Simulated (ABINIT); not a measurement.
The calculation's input:

```
pp_dirpath "./"
pseudos "Br.GGA_PBE-JTH.xml"

acell 3*1.0 Angstrom
rprim
    -1.4234917050     1.4234917050     3.5775173700
     1.4234917050    -1.4234917050     3.5775173700
     1.4234917050     1.4234917050    -3.5775173700
ntypat 1
znucl 35
natom 1
typat 1
xred
     0.0000000000     0.0000000000     0.0000000000

ecut 15.0
pawecutdg 30.0

kptopt 1
ngkpt 13 13 13
nshiftk 1
shiftk 0.0 0.0 0.0

ixc 11

nband 8
occopt 3
tsmear 0.05 eV

nstep 100
tolvrs 1.0e-9

iomode 3
prtwf 0
prteig 0
prtebands 0
enunit 1
prtden 1
prtvha 1
prtvclmb 1
prtpot 1
```

Command:

```sh
abinit run.abi > log 2>&1
```

Below, planes, directions and counts refer to the conventional cell (a = 2.85 Å, b = 2.85 Å, c = 7.16 Å, α = 90.00°, β = 90.00°, γ = 90.00°).

Space group I4/mmm; a structure from a database of computed crystals, not necessarily the ambient phase.

All numbers below come from Kohn-Sham DFT of a periodic cell, PBE, JTH PAW PBE v2.0 in ABINIT.

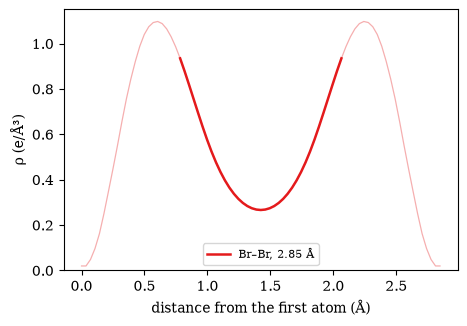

Br. Valence pseudo-density along straight lines between neighbouring atoms. Thin, pale parts lie inside the atomic spheres.

In a PAW calculation such maps are meaningful between the atoms, not at the nuclei.

Q: What can be read from the curves?

A: Br–Br (2.85 Å): the density is about 0.27 e/Å³ at the midpoint.
